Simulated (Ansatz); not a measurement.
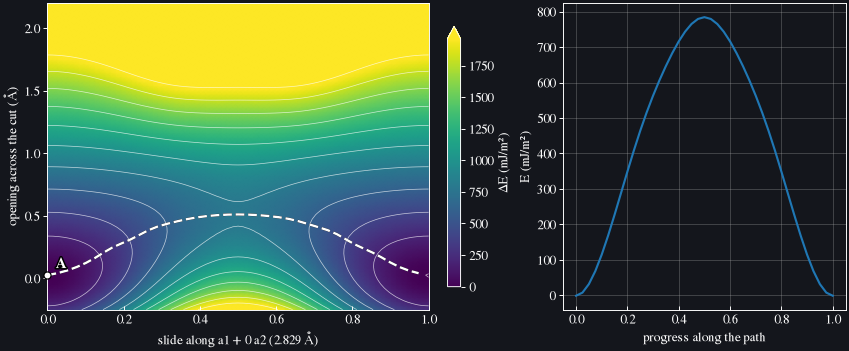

Ti (Fm-3m, No. 225; 6 atoms in the cell). 
- Rigid slide and opening across a plane, one cut a cell; the plane is (0 0 1) of the conventional cell.
- First axis: slide along a1 + 0 a2 (2.829 Å). Second axis: opening across the cut.
- Nothing is relaxed (rigid halves).
- Grid: 6 × 5 points; 20 points were computed and 10 follow by symmetry.
- Points are written as (first, second).
- Energies are in mJ/m², from the lowest grid point.
- All numbers below come from DFT LDA, scalar-relativistic, plane waves, PAW (Ansatz). Settings: cutoff 520 eV, k-mesh 15×15×4 in the order of the run's cell vectors, gaussian smearing 0.15 eV, no spin polarisation.

The picture shows a smooth colour map with a few white contour lines, a line along the lowest path, one colour for all values above the top of the scale, the energy along the path at the right, the start A. Between grid points the surface is interpolated.

### Describe the path and its barrier.

The easiest path leads from the well at (0.000, 0.00 Å) to its copy one period on. Its highest point lies about 790 mJ/m² above the bottom of the first well on the interpolated surface, at about (0.50, 0.51 Å). The start is the relaxed structure and all else is held, so a fully relaxed path at this level can only be lower.

PAW datasets: the set soft_1.
